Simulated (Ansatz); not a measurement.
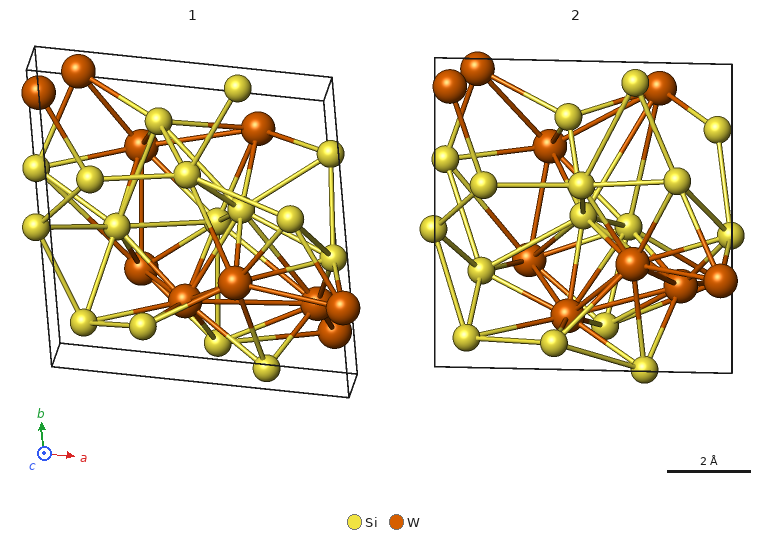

Two geometries of an amorphous cell of composition Si5W3 (coarse preliminary run), drawn at one scale. One is the start of a relaxation, the other its converged end. A ball-and-stick model of the cell of the calculation (origin shifted), seen along the c axis.

Method: DFT PBE, scalar-relativistic, plane waves, PAW in Ansatz. Set-up: plane-wave cutoff 420 eV; k-point mesh 2 × 2 × 2; occupations gaussian; smearing width 0.1 eV; mesh shifted by (0.5, 0.5, 0.5); no spin polarisation; cell and atoms relaxed; force threshold 0.04 eV/Å; at most 70 steps.

Q: Which of the two is the end point?

A: Structure 1 is the relaxed one. Case: the last frame of the dynamics. After 16 accepted moves (18 points after the start) the energy has fallen by 8.771 eV per cell of the calculation. The largest force component goes from 1.9 to 0.033 eV/Å. Pressure: −6.46 GPa at the start and 0.05 GPa at the end. The line search rejected the trial step at point 14 of the run. At 1 point the geometry stayed and the basis and grid were re-selected for the new cell (energy shift of less than 0.05 meV per cell of the calculation at most each time). The atom that moves furthest relative to the cell is a Si atom (1.34 Å along [3 1 1]). By element the largest moves are Si 1.34 Å, W 0.75 Å. Cell: a 7.205 → 7.244 Å (+0.6 %), b 7.492 → 7.269 Å (−3.0 %), c 7.497 → 7.154 Å (−4.6 %), α 87.5° → 78.6°, β 89.9° → 87.3°, γ 91.3° → 100.6°. Volume −10.5 %. Near-neighbour distances that change, for instance: Si–W 4.324 → 2.777 Å, Si–Si 4.080 → 2.635 Å, Si–Si 4.417 → 2.976 Å, Si–W 2.954 → 4.382 Å. New bonds form, among them: Si–W (3.96 → 2.56 Å), W–W (3.57 → 2.81 Å), W–W (3.76 → 3.05 Å), W–W (3.89 → 3.18 Å). Bonds break, among them: W–W (2.93 → 3.94 Å). Bond angles that change, for instance: Si–Si–W 120.7° → 58.1°, Si–Si–W 71.2° → 128.9°, Si–Si–W 83.8° → 136.9°. The run took 11 min on 2 threads of AMD EPYC (Zen 3), on a shared host, peak memory 0.86 GiB.

Limits of the set-up: the periodic images lie only 7.2 Å apart, so the values are limited by the cell's size.
